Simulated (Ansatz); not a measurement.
# C: what the fields show

```
C
1.0
     4.22609    0.00000    0.00000
     0.00000    2.44008    0.00000
    -1.36981    0.00000    3.47932
C
4
Direct
  0.16664 0.00000 0.99991
  0.66664 0.50000 0.99991
  0.33336 0.50000 0.00009
  0.83336 0.00000 0.00009
```

Space group C2/m; a structure from a database of computed crystals, not necessarily the ambient phase; computed pressure about 6 GPa in this cell.

Method: Kohn-Sham DFT of a periodic cell, r2SCAN, Ansatz PAW in Ansatz 0.2.0.

In a PAW calculation such maps are meaningful between the atoms, not at the nuclei.

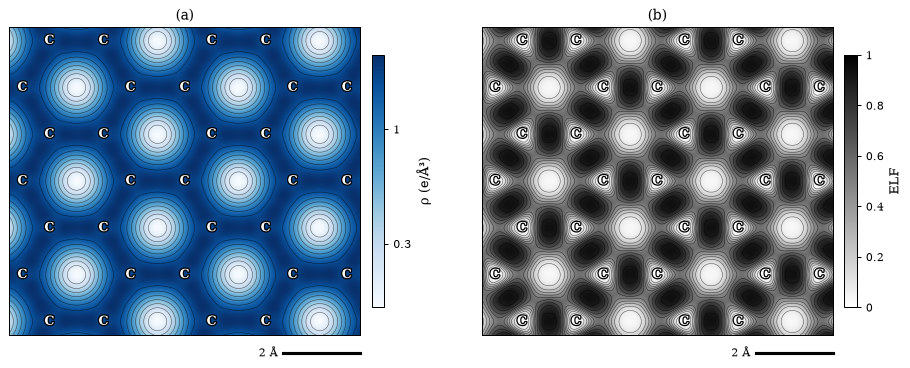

Figure 1. (a) valence pseudo-density; (b) electron localisation function on the (001) plane of the conventional cell.

> What does the map show?

The plane passes through C nuclei. C–C (1.41 Å): the density is about 2.1 e/Å³ at the midpoint; the ELF peaks at about 0.95 between the atoms; localised, covalent bonding. Between the atoms the lowest density in this plane is 0.15 e/Å³.

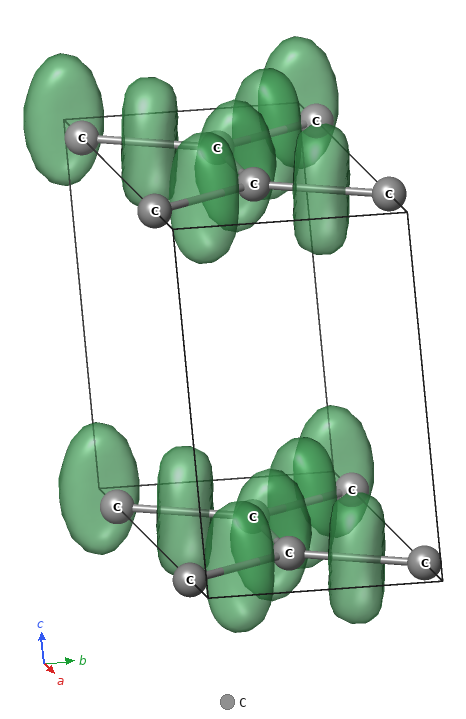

Figure 2. Isosurface of the ELF at 0.8 (green), seen slightly off an axis. Only the valence region is drawn (cores and ρ < 0.01 e/Å³ removed). Sticks mark near contacts.

> Identify the bonds, lone pairs and shells in this picture.

The surface consists of six regions between bonded C–C atoms (shared pairs), counted in one cell of 4 atoms. Any copies at cell faces, edges or corners count once.

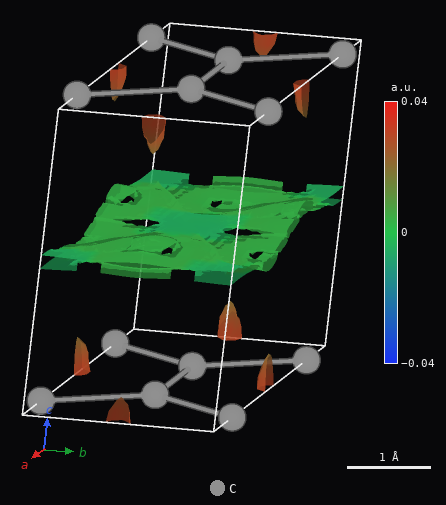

Figure 3. Non-covalent interaction (NCI) plot: the surface where the reduced density gradient is 0.4, for densities under 0.05 a.u., coloured by sign(λ₂)ρ; seen slightly off an axis.

> Identify the weak interactions.

Sheets between layers or molecules: a weak contact (green); inside the ring or cage of C: steric crowding (red) (×2).

> Metal or insulator at this level of theory?

It is gapped, with a Kohn–Sham gap of 1.00 eV on the k-point mesh (the band edges may lie off the mesh, which would make the gap smaller).
